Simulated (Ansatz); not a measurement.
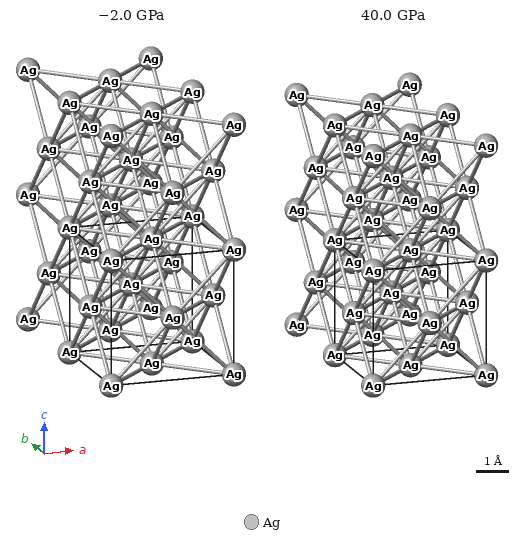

Solid Ag (set up in Fm-3m), relaxed (cell and atoms) at several target pressures. The picture shows the first and the last member. A ball-and-stick model of the conventional cell (4 times the calculation's cell), repeated 1 × 2 × 2 with one cell outlined, seen slightly off an axis. Lengths and directions refer to the drawn axes.

Computed with Ansatz 0.2.0: DFT PBE, scalar-relativistic, plane waves, PAW. Set-up: plane-wave cutoff 420 eV; k-point mesh 18 × 18 × 18; occupations gaussian; smearing width 0.1 eV; no spin polarisation; cell and atoms relaxed; force threshold 0.008 eV/Å.

| pressure (GPa) | volume (Å³/atom) | a (Å) |
| --- | --- | --- |
| −2.0 | 18.256 | 4.180 |
| 0.0 | 17.836 | 4.147 |
| 2.0 | ? | ? |
| 5.0 | 17.010 | 4.082 |
| 10.0 | 16.383 | 4.032 |
| 20.0 | 15.450 | 3.954 |
| 40.0 | 14.211 | 3.845 |

One row is withheld. What does the calculation give there?

Murnaghan's form V = V₀(1 + B′P/B₀)^(−1/B′), with V₀ = 17.836 Å³ from the row at zero pressure, fits the other rows with B₀ = 93.9 GPa and B′ = 5.08 (largest miss 0.013 Å³). At 2.0 GPa it gives 17.836 × (1 + 5.08 × 2.0/93.9)^(−1/5.08) = 17.479 Å³ per atom. The calculation gives 17.472 Å³/atom (a = 4.119 Å). The estimate is 0.007 Å³/atom too high. From the first member to the last: Ag–Ag 2.956 → 2.719 Å.

The whole series:

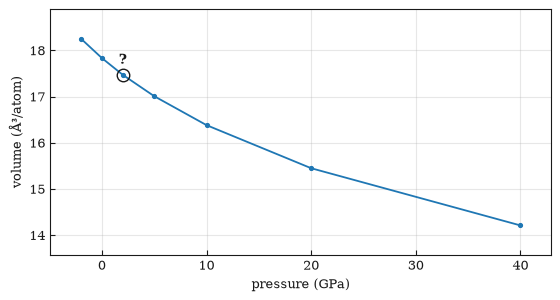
